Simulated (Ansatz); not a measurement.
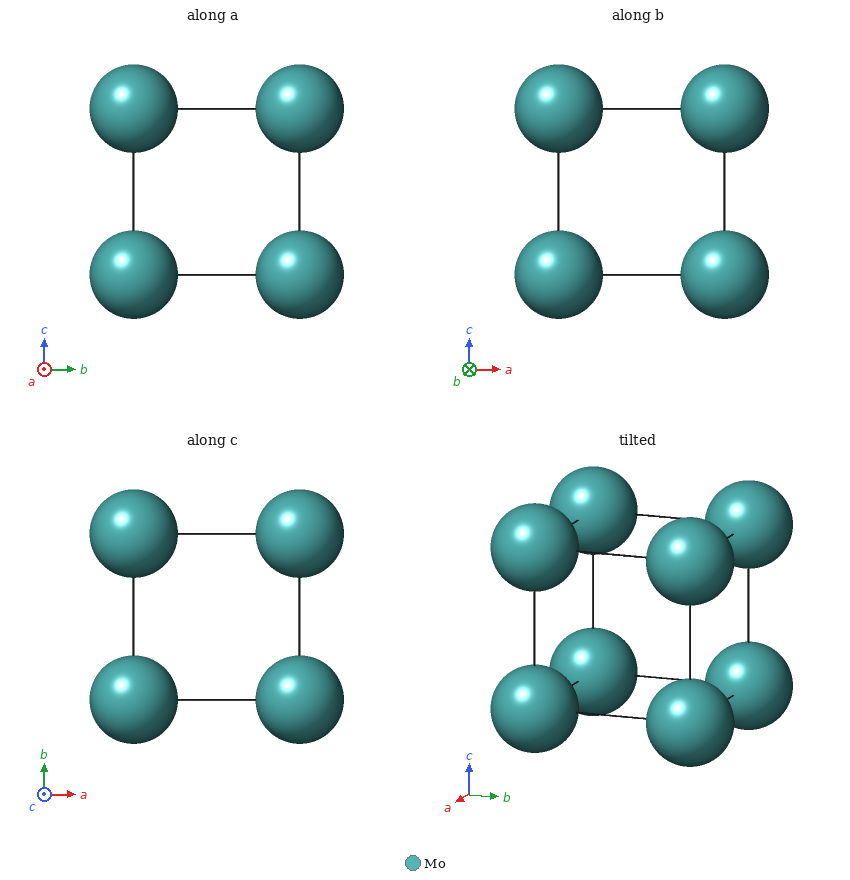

The figure gives a spheres-only picture of the atoms, viewed along the a axis, along the b axis, along the c axis and slightly off an axis. Thin lines show the conventional unit cell, with boundary atoms drawn in all their periodic places.

Lattice parameters: a = 2.592 Å, b = 2.592 Å, c = 2.592 Å, α = 90.00°, β = 90.00°, γ = 90.00°. Put a along x and b in the xy plane.

### Reconstruct the structure as a POSCAR file.

```
Mo
1.0
     2.592    0.000    0.000
     0.000    2.592    0.000
     0.000    0.000    2.592
Mo
1
Direct
  0.0000 0.0000 0.0000
```

The structure comes from a structure type filled with this element by a generator (whether the element takes this form wasn't checked). Earlier steps of the study may have refined or changed the cell and positions. It was run through Ansatz as a DFT input.
